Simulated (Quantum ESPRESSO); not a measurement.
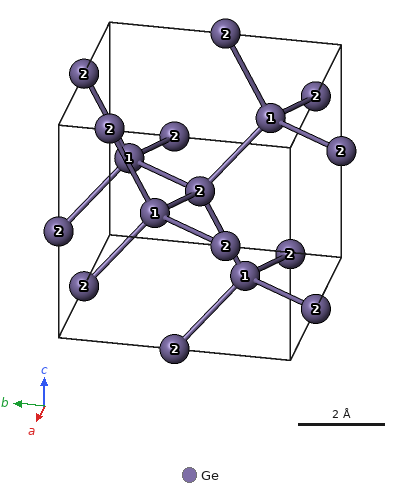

**Figure 1.** The structure as given in the input (ball-and-stick view of the cell 4 times as large as that of the calculation, set on its symmetry axes, seen at an oblique angle; atoms are numbered from 1 in the order of the input). Near neighbours in the crystal (not all of them lie inside the picture): Ge has 4 Ge at 2.40 Å.

Ge: single-point calculation

- system: Ge (2 atoms in the cell)
- method: Kohn-Sham DFT of a periodic cell, PBE, SSSP 1.3 efficiency PBE, no spin polarisation (Quantum ESPRESSO 7.5)

The structure derives from an entry of the Crystallography Open Database. The volume is scaled by 0.94.

The input
```
&CONTROL
  calculation = 'scf'
  prefix = 'pwscf'
  outdir = './tmp'
  pseudo_dir = './pseudo'
  tprnfor = .true.
  tstress = .true.
  disk_io = 'nowf'
/
&SYSTEM
  ibrav = 0
  nat = 2
  ntyp = 1
  ecutwfc = 55
  ecutrho = 440
  nbnd = 21
  occupations = 'smearing'
  smearing = 'fd'
  degauss = 0.00367493
/
&ELECTRONS
  conv_thr = 4d-10
  electron_maxstep = 120
  mixing_beta = 0.5
/
ATOMIC_SPECIES
Ge    72.6300 ge_pbe_v1.4.uspp.F.UPF
CELL_PARAMETERS angstrom
   0.0000000000    2.7711609388    2.7711609388
   2.7711609388    0.0000000000    2.7711609388
   2.7711609388    2.7711609388    0.0000000000
ATOMIC_POSITIONS crystal
Ge     0.7500000000    0.7500000000    0.7500000000
Ge     0.5000000000    0.5000000000    0.5000000000
K_POINTS automatic
8 8 8 0 0 0
```

Run on 1 thread of Intel Xeon (Granite Rapids), 192 GiB of memory available, shared host.

Run as:
```bash
OMP_NUM_THREADS=1 pw.x -in pw.in > pw.out
```

Output
```
This program is part of the open-source Quantum ESPRESSO suite
     for quantum simulation of materials; please cite
         "P. Giannozzi et al., J. Phys.:Condens. Matter 21 395502 (2009);
         "P. Giannozzi et al., J. Phys.:Condens. Matter 29 465901 (2017);
         "P. Giannozzi et al., J. Chem. Phys. 152 154105 (2020);
          URL
     in publications or presentations arising from this work. More details at

     Message from routine setup:
     using ibrav=0 with symmetry is DISCOURAGED, use correct ibrav instead

     Subspace diagonalization in iterative solution of the eigenvalue problem:
     a serial algorithm will be used

     G-vector sticks info
     --------------------
     sticks:   dense  smooth     PW     G-vecs:    dense   smooth      PW
     Sum        1663     847    253                44735    15905    2685

     Using Slab Decomposition

     bravais-lattice index     =            0
     lattice parameter (alat)  =       7.4059  a.u.
     unit-cell volume          =     287.2181 (a.u.)^3
     number of atoms/cell      =            2
     number of atomic types    =            1
     number of electrons       =        28.00
     number of Kohn-Sham states=           21
     kinetic-energy cutoff     =      55.0000  Ry
     charge density cutoff     =     440.0000  Ry
     scf convergence threshold =      4.0E-10
     mixing beta               =       0.5000
     number of iterations used =            8  plain     mixing
     Exchange-correlation=  SLA  PW   PBX  PBC
                           (   1   4   3   4   0   0   0)

     celldm(1)=   7.405862  celldm(2)=   0.000000  celldm(3)=   0.000000
     celldm(4)=   0.000000  celldm(5)=   0.000000  celldm(6)=   0.000000

     crystal axes: (cart. coord. in units of alat)
               a(1) = (   0.000000   0.707107   0.707107 )
               a(2) = (   0.707107   0.000000   0.707107 )
               a(3) = (   0.707107   0.707107   0.000000 )

     reciprocal axes: (cart. coord. in units 2 pi/alat)
               b(1) = ( -0.707107  0.707107  0.707107 )
               b(2) = (  0.707107 -0.707107  0.707107 )
               b(3) = (  0.707107  0.707107 -0.707107 )

     PseudoPot. # 1 for Ge read from file:
     ge_pbe_v1.4.uspp.F.UPF
     Pseudo is Ultrasoft + core correction, Zval = 14.0
     Generated by new atomic code, or converted to UPF format
     Using radial grid of  873 points,  6 beta functions with:
                l(1) =   0
                l(2) =   0
                l(3) =   1
                l(4) =   1
                l(5) =   2
                l(6) =   2
     Q(r) pseudized with  8 coefficients,  rinner =    1.400   1.400   1.400
                                                       1.400   1.400

     atomic species   valence    mass     pseudopotential
     Ge               14.00    72.63000     Ge( 1.00)

     48 Sym. Ops., with inversion, found (24 have fractional translation)

   Cartesian axes

     site n.     atom                  positions (alat units)
         1        Ge     tau(   1) = (   1.0606602   1.0606602   1.0606602  )
         2        Ge     tau(   2) = (   0.7071068   0.7071068   0.7071068  )

     number of k points=    29  Fermi-Dirac smearing, width (Ry)=  0.0037
                       cart. coord. in units 2pi/alat
        k(    1) = (   0.0000000   0.0000000   0.0000000), wk =   0.0039062
        k(    2) = (   0.0883883   0.0883883  -0.0883883), wk =   0.0312500
        k(    3) = (   0.1767767   0.1767767  -0.1767767), wk =   0.0312500
        k(    4) = (   0.2651650   0.2651650  -0.2651650), wk =   0.0312500
        k(    5) = (  -0.3535534  -0.3535534   0.3535534), wk =   0.0156250
        k(    6) = (   0.1767767   0.0000000   0.0000000), wk =   0.0234375
        k(    7) = (   0.2651650   0.0883883  -0.0883883), wk =   0.0937500
        k(    8) = (   0.3535534   0.1767767  -0.1767767), wk =   0.0937500
        k(    9) = (  -0.2651650  -0.4419417   0.4419417), wk =   0.0937500
        k(   10) = (  -0.1767767  -0.3535534   0.3535534), wk =   0.0937500
        k(   11) = (  -0.0883883  -0.2651650   0.2651650), wk =   0.0937500
        k(   12) = (   0.0000000  -0.1767767   0.1767767), wk =   0.0468750
        k(   13) = (   0.3535534   0.0000000   0.0000000), wk =   0.0234375
        k(   14) = (   0.4419417   0.0883883  -0.0883883), wk =   0.0937500
        k(   15) = (  -0.1767767  -0.5303301   0.5303301), wk =   0.0937500
        k(   16) = (  -0.0883883  -0.4419417   0.4419417), wk =   0.0937500
        k(   17) = (   0.0000000  -0.3535534   0.3535534), wk =   0.0468750
        k(   18) = (   0.5303301   0.0000000   0.0000000), wk =   0.0234375
        k(   19) = (  -0.0883883  -0.6187184   0.6187184), wk =   0.0937500
        k(   20) = (   0.0000000  -0.5303301   0.5303301), wk =   0.0468750
        k(   21) = (  -0.7071068   0.0000000   0.0000000), wk =   0.0117188
        k(   22) = (   0.3535534   0.1767767   0.0000000), wk =   0.0937500
        k(   23) = (  -0.2651650  -0.4419417   0.6187184), wk =   0.1875000
        k(   24) = (  -0.1767767  -0.3535534   0.5303301), wk =   0.0937500
        k(   25) = (  -0.1767767  -0.5303301   0.7071068), wk =   0.0937500
        k(   26) = (  -0.0883883  -0.4419417   0.6187184), wk =   0.1875000
        k(   27) = (   0.0000000  -0.3535534   0.5303301), wk =   0.0937500
        k(   28) = (  -0.7071068   0.1767767   0.0000000), wk =   0.0468750
        k(   29) = (  -0.7071068   0.3535534   0.0000000), wk =   0.0234375

     Dense  grid:    44735 G-vectors     FFT dimensions: (  60,  60,  60)

     Smooth grid:    15905 G-vectors     FFT dimensions: (  36,  36,  36)

     Check: negative core charge=   -0.000002

     Initial potential from superposition of free atoms

     starting charge      27.9983, renormalised to      28.0000
     Starting wfcs are   18 randomized atomic wfcs +    3 random wfcs

     Self-consistent Calculation

     iteration #  1     ecut=    55.00 Ry     beta= 0.50
     Davidson diagonalization with overlap
     ethr =  1.00E-02,  avg # of iterations =  4.5

     Threshold (ethr) on eigenvalues was too large:
     Diagonalizing with lowered threshold

     Davidson diagonalization with overlap
     ethr =  1.33E-04,  avg # of iterations =  2.4

     total energy              =    -427.29214458 Ry
     estimated scf accuracy    <       0.03769188 Ry

     iteration #  2     ecut=    55.00 Ry     beta= 0.50
     Davidson diagonalization with overlap
     ethr =  1.35E-04,  avg # of iterations =  1.0

     total energy              =    -427.29162430 Ry
     estimated scf accuracy    <       0.00719307 Ry

     iteration #  3     ecut=    55.00 Ry     beta= 0.50
     Davidson diagonalization with overlap
     ethr =  2.57E-05,  avg # of iterations =  1.5

     total energy              =    -427.29192082 Ry
     estimated scf accuracy    <       0.00006319 Ry

     iteration #  4     ecut=    55.00 Ry     beta= 0.50
     Davidson diagonalization with overlap
     ethr =  2.26E-07,  avg # of iterations =  4.0

     total energy              =    -427.29193351 Ry
     estimated scf accuracy    <       0.00000273 Ry

     iteration #  5     ecut=    55.00 Ry     beta= 0.50
     Davidson diagonalization with overlap
     ethr =  9.74E-09,  avg # of iterations =  2.1

     total energy              =    -427.29193439 Ry
     estimated scf accuracy    <       0.00000029 Ry

     iteration #  6     ecut=    55.00 Ry     beta= 0.50
     Davidson diagonalization with overlap
     ethr =  1.04E-09,  avg # of iterations =  1.9

     total energy              =    -427.29193440 Ry
     estimated scf accuracy    <       0.00000006 Ry

     iteration #  7     ecut=    55.00 Ry     beta= 0.50
     Davidson diagonalization with overlap
     ethr =  2.26E-10,  avg # of iterations =  2.0

     total energy              =    -427.29193442 Ry
     estimated scf accuracy    <          4.8E-10 Ry

     iteration #  8     ecut=    55.00 Ry     beta= 0.50
     Davidson diagonalization with overlap
     ethr =  1.71E-12,  avg # of iterations =  3.8

     End of self-consistent calculation

          k = 0.0000 0.0000 0.0000 (  1989 PWs)   bands (ev):

   -15.5929 -15.5929 -15.5929 -15.5524 -15.5524 -15.3053 -15.3053 -15.3053
   -15.2858 -15.2858  -3.9501   9.3115   9.3115   9.3115   9.9211  11.8849
    11.8849  11.8849  15.8872  18.9154  18.9154

          k = 0.0884 0.0884-0.0884 (  1989 PWs)   bands (ev):

   -15.6027 -15.6027 -15.5901 -15.5387 -15.5387 -15.3181 -15.3181 -15.3088
   -15.2752 -15.2752  -3.7482   7.0208   8.9470   8.9470  10.6415  12.3672
    12.3672  13.0140  16.8609  17.9595  17.9595

          k = 0.1768 0.1768-0.1768 (  1973 PWs)   bands (ev):

   -15.6144 -15.6144 -15.5831 -15.5184 -15.5184 -15.3335 -15.3335 -15.3172
   -15.2637 -15.2637  -3.1607   4.5002   8.3613   8.3613  10.1988  13.0190
    13.0190  15.3161  17.4463  17.7154  17.7154

          k = 0.2652 0.2652-0.2652 (  1976 PWs)   bands (ev):

   -15.6200 -15.6200 -15.5761 -15.5064 -15.5064 -15.3413 -15.3413 -15.3259
   -15.2577 -15.2577  -2.2920   2.4131   7.9501   7.9501   9.8222  13.1327
    13.1327  16.6453  18.0491  18.9940  18.9940

          k =-0.3536-0.3536 0.3536 (  2006 PWs)   bands (ev):

   -15.6212 -15.6212 -15.5731 -15.5033 -15.5033 -15.3428 -15.3428 -15.3295
   -15.2561 -15.2561  -1.7018   1.4091   7.8075   7.8075   9.6902  13.0791
    13.0791  16.4660  20.2892  20.8574  20.8574

          k = 0.1768 0.0000 0.0000 (  1989 PWs)   bands (ev):

   -15.6027 -15.5995 -15.5995 -15.5418 -15.5239 -15.3450 -15.2955 -15.2949
   -15.2949 -15.2692  -3.6800   7.0650   8.3595   8.3595  11.2021  11.9665
    13.1743  13.1743  16.7265  17.1691  19.1901

          k = 0.2652 0.0884-0.0884 (  1973 PWs)   bands (ev):

   -15.6182 -15.6090 -15.5900 -15.5251 -15.5003 -15.3692 -15.3159 -15.2978
   -15.2764 -15.2590  -3.2165   5.1240   7.7089   7.7588  11.2908  12.1760
    14.0437  14.3082  16.8236  18.5092  18.9697

          k = 0.3536 0.1768-0.1768 (  1976 PWs)   bands (ev):

   -15.6307 -15.6177 -15.5730 -15.5073 -15.4861 -15.3791 -15.3341 -15.3160
   -15.2626 -15.2467  -2.4175   3.0205   7.0043   7.4254  11.0891  12.7262
    14.1799  15.0406  18.3441  19.0182  19.8685

          k =-0.2652-0.4419 0.4419 (  1973 PWs)   bands (ev):

   -15.6357 -15.6238 -15.5584 -15.4937 -15.4892 -15.3691 -15.3500 -15.3342
   -15.2530 -15.2414  -1.6042   1.5744   6.5189   7.4264  10.8784  12.8953
    13.8584  16.6965  18.4058  20.5955  20.8378

          k =-0.1768-0.3536 0.3536 (  1980 PWs)   bands (ev):

   -15.6326 -15.6271 -15.5561 -15.5021 -15.4868 -15.3614 -15.3462 -15.3428
   -15.2482 -15.2463  -1.8297   1.9330   6.3562   7.7501  10.9156  13.1265
    13.5504  16.9430  18.4541  18.4872  20.5010

          k =-0.0884-0.2652 0.2652 (  1981 PWs)   bands (ev):

   -15.6253 -15.6221 -15.5691 -15.5156 -15.4942 -15.3594 -15.3424 -15.3163
   -15.2614 -15.2499  -2.7171   3.6884   6.5901   8.3192  11.1717  13.1578
    13.3701  15.2515  16.9589  18.4454  20.0582

          k = 0.0000-0.1768 0.1768 (  1971 PWs)   bands (ev):

   -15.6162 -15.6071 -15.5859 -15.5301 -15.5161 -15.3420 -15.3309 -15.2920
   -15.2840 -15.2591  -3.4158   5.7022   7.4269   8.9047  11.3154  12.4842
    12.6986  14.3390  16.8938  18.0475  18.0827

          k = 0.3536 0.0000 0.0000 (  1996 PWs)   bands (ev):

   -15.6139 -15.6139 -15.6023 -15.5117 -15.4700 -15.4076 -15.3232 -15.2719
   -15.2711 -15.2711  -2.8778   4.6133   7.1169   7.1169  10.2680  12.1947
    15.3914  15.3914  16.7397  19.8007  20.0163

          k = 0.4419 0.0884-0.0884 (  1983 PWs)   bands (ev):

   -15.6314 -15.6216 -15.5797 -15.4909 -15.4465 -15.4316 -15.3444 -15.3002
   -15.2576 -15.2465  -2.1758   3.1583   6.2496   6.7448  10.5460  12.0942
    15.3185  16.0208  19.1016  20.6633  20.8007

          k =-0.1768-0.5303 0.5303 (  1983 PWs)   bands (ev):

   -15.6463 -15.6282 -15.5507 -15.4706 -15.4481 -15.4262 -15.3678 -15.3318
   -15.2467 -15.2295  -1.2812   1.7422   5.3286   6.7316  10.7124  13.7292
    14.9285  15.7182  19.6928  20.9858  21.5723

          k =-0.0884-0.4419 0.4419 (  1981 PWs)   bands (ev):

   -15.6500 -15.6324 -15.5357 -15.4686 -15.4571 -15.4008 -15.3865 -15.3473
   -15.2410 -15.2261  -1.1003   1.5078   4.8713   7.0765  10.9617  14.5934
    15.1464  16.3781  17.2798  18.4704  21.4325

          k = 0.0000-0.3536 0.3536 (  1971 PWs)   bands (ev):

   -15.6405 -15.6321 -15.5423 -15.5002 -15.4669 -15.3825 -15.3612 -15.3431
   -15.2419 -15.2387  -1.9398   2.6557   5.1617   7.6959  11.3939  14.2439
    14.6481  14.8264  17.0259  19.1026  21.6813

          k = 0.5303 0.0000 0.0000 (  1988 PWs)   bands (ev):

   -15.6268 -15.6268 -15.5796 -15.4749 -15.4672 -15.4083 -15.3653 -15.3002
   -15.2487 -15.2487  -1.5718   2.2836   6.2957   6.2957   9.8042  10.8420
    17.7399  17.7399  19.1452  21.4000  22.2376

          k =-0.0884-0.6187 0.6187 (  1989 PWs)   bands (ev):

   -15.6403 -15.6310 -15.5489 -15.4933 -15.4429 -15.3906 -15.3885 -15.3327
   -15.2416 -15.2334  -0.6853   1.1705   5.4794   6.2030  10.1398  11.2510
    17.6189  17.9880  20.4073  21.4933  21.8748

          k = 0.0000-0.5303 0.5303 (  1954 PWs)   bands (ev):

   -15.6525 -15.6334 -15.5320 -15.4623 -15.4298 -15.4146 -15.4078 -15.3498
   -15.2387 -15.2217  -0.2988   0.8001   4.6439   6.4846  10.4248  13.5142
    16.9182  16.9918  17.8087  19.2819  23.5609

          k =-0.7071 0.0000 0.0000 (  1964 PWs)   bands (ev):

   -15.6318 -15.6318 -15.5353 -15.5353 -15.4158 -15.4158 -15.3485 -15.3485
   -15.2397 -15.2397   0.1806   0.1806   6.0134   6.0134   9.9772   9.9772
    19.3439  19.3439  21.5616  21.5616  22.4587

          k = 0.3536 0.1768 0.0000 (  1980 PWs)   bands (ev):

   -15.6269 -15.6232 -15.5742 -15.5095 -15.4752 -15.3949 -15.3312 -15.3099
   -15.2600 -15.2495  -2.6359   3.8904   6.2406   7.5806  11.7023  12.3969
    13.9869  15.0775  17.5991  19.7697  20.0237

          k =-0.2652-0.4419 0.6187 (  1982 PWs)   bands (ev):

   -15.6403 -15.6311 -15.5489 -15.4920 -15.4604 -15.4047 -15.3504 -15.3386
   -15.2453 -15.2367  -1.7697   2.3296   5.5285   7.0569  11.9289  12.8165
    14.3301  15.6783  18.9065  19.2842  21.1448

          k =-0.1768-0.3536 0.5303 (  1980 PWs)   bands (ev):

   -15.6464 -15.6326 -15.5376 -15.4791 -15.4623 -15.3984 -15.3706 -15.3470
   -15.2423 -15.2297  -1.1606   1.4290   5.3498   6.8215  11.8901  12.7135
    15.3352  16.5512  17.2612  20.4647  21.1583

          k =-0.1768-0.5303 0.7071 (  1987 PWs)   bands (ev):

   -15.6368 -15.6363 -15.5529 -15.4690 -15.4566 -15.4211 -15.3676 -15.3277
   -15.2389 -15.2389  -1.3852   2.0578   5.5474   6.1962  11.1938  11.9066
    15.1194  17.6268  19.9195  20.1570  22.5367

          k =-0.0884-0.4419 0.6187 (  1972 PWs)   bands (ev):

   -15.6504 -15.6391 -15.5227 -15.4580 -15.4472 -15.4172 -15.3938 -15.3563
   -15.2345 -15.2241  -0.5467   1.0861   4.8623   5.9890  11.6431  13.6918
    14.5592  16.7112  18.5183  21.3905  21.9924

          k = 0.0000-0.3536 0.5303 (  1980 PWs)   bands (ev):

   -15.6508 -15.6387 -15.5233 -15.4645 -15.4325 -15.4300 -15.3893 -15.3556
   -15.2351 -15.2245  -0.8942   1.4659   4.6996   6.3783  12.0760  13.9854
    14.4453  16.3781  17.8094  19.2625  23.1882

          k =-0.7071 0.1768 0.0000 (  1984 PWs)   bands (ev):

   -15.6413 -15.6413 -15.5122 -15.5122 -15.4180 -15.4180 -15.3679 -15.3679
   -15.2316 -15.2316   0.2378   0.2378   5.5025   5.5025  11.2468  11.2468
    17.2555  17.2555  20.8554  20.8554  22.6452

          k =-0.7071 0.3536 0.0000 (  1964 PWs)   bands (ev):

   -15.6488 -15.6488 -15.4842 -15.4842 -15.4258 -15.4258 -15.3874 -15.3874
   -15.2250 -15.2250   0.2987   0.2987   5.1041   5.1041  13.8834  13.8834
    14.0632  14.0632  20.8278  20.8278  22.7379

     the Fermi energy is     9.4867 ev

!    total energy              =    -427.29193442 Ry
     estimated scf accuracy    <          1.6E-10 Ry
     smearing contrib. (-TS)   =      -0.00001293 Ry
     internal energy E=F+TS    =    -427.29192149 Ry

     The total energy is F=E-TS. E is the sum of the following terms:
     one-electron contribution =    -271.53484261 Ry
     hartree contribution      =     162.56660742 Ry
     xc contribution           =    -116.70715004 Ry
     ewald contribution        =    -201.61653625 Ry

     convergence has been achieved in   8 iterations

     Forces acting on atoms (cartesian axes, Ry/au):

     atom    1 type  1   force =     0.00000000    0.00000000   -0.00000000
     atom    2 type  1   force =    -0.00000000   -0.00000000    0.00000000

     Total force =     0.000000     Total SCF correction =     0.000000

     Computing stress (Cartesian axis) and pressure

          total   stress  (Ry/bohr**3)                   (kbar)     P=       89.39
   0.00060764   0.00000000   0.00000000           89.39        0.00        0.00
   0.00000000   0.00060764   0.00000000            0.00       89.39        0.00
   0.00000000   0.00000000   0.00060764            0.00        0.00       89.39

=------------------------------------------------------------------------------=
   JOB DONE.
=------------------------------------------------------------------------------=
```

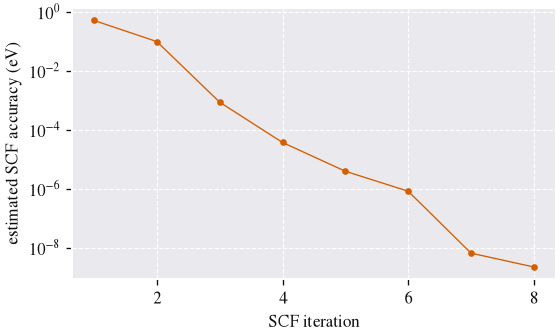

**Figure 2.** Convergence of the self-consistent field: estimated SCF accuracy against the iteration. The field takes 8 iterations in all.

Summary

| quantity | value |
| --- | --- |
| outcome | converged |
| space group (tolerance 0.01 Å) | Fd-3m (227) |
| electrons treated | 28 |
| free energy | −5813.6029 eV |
| Fermi energy | 9.487 eV |
| gap on the k-point mesh | 0.38 eV |
| pressure | 8.94 GPa |
| largest force (length of the vector) | under 0.001 eV/Å |
| wall time | 25 s |
| peak memory | 0.22 GiB |

The cell is under a pressure of 8.9 GPa at this level, so it is not at its equilibrium volume.
